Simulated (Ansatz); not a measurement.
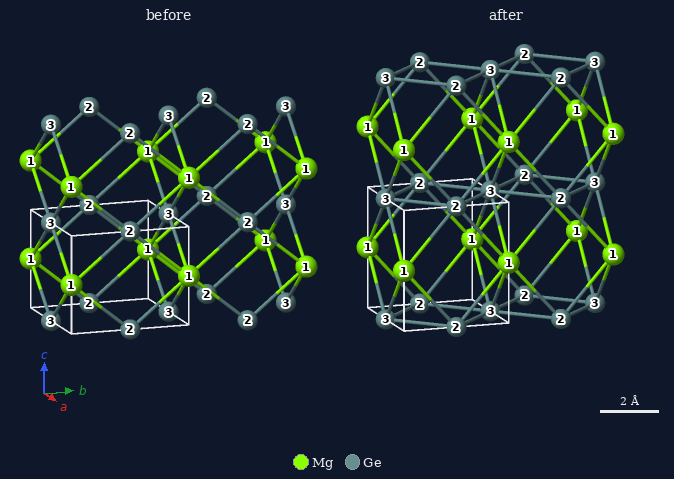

The structure of solid MgGe2 (a generated structure, set up in P4/mmm) before (left) and after (right) a relaxation, at one scale.

Style: ball-and-stick. Shown: the cell of the calculation, repeated 1 × 2 × 2 with one cell outlined, slightly off an axis.

Level of theory: DFT PBE, scalar-relativistic, plane waves, PAW (Ansatz). (plane-wave cutoff 420 eV; k-point mesh 12 × 12 × 14; occupations gaussian; smearing width 0.1 eV; no spin polarisation; cell and atoms relaxed; force threshold 0.01 eV/Å; at most 80 steps)

Summarise the run.

Answer. The atoms keep their places relative to the cell (all moves are under 0.005 Å). The volume changes by −2.3 %, with a = b 4.322 → 3.852 Å (−10.9 %), c 3.498 → 4.304 Å (+23.0 %). Near-neighbour distances that change, for instance: Ge2–Ge3 3.056 → 2.724 Å, Mg1–Ge2 2.780 → 2.888 Å. Bond angles that change, for instance: Mg1–Ge3–Mg1 102.0° → 83.7°, Mg1–Ge3–Mg1 78.0° → 96.3°. The space group stays P4/mmm (No. 123). Over 9 accepted moves (11 points after the start) the energy falls by 0.399 eV per cell of the calculation. All forces vanish by symmetry, so only the cell relaxes. Pressure: −0.06 GPa at the start and 0.02 GPa at the end. At 2 points the geometry stayed and the basis and grid were re-selected for the new cell (energy shift of 28.7 meV per cell of the calculation at most each time). Cost: 3.7 min on 1 thread of Arm Neoverse V1, on a shared host, peak memory 0.53 GiB.
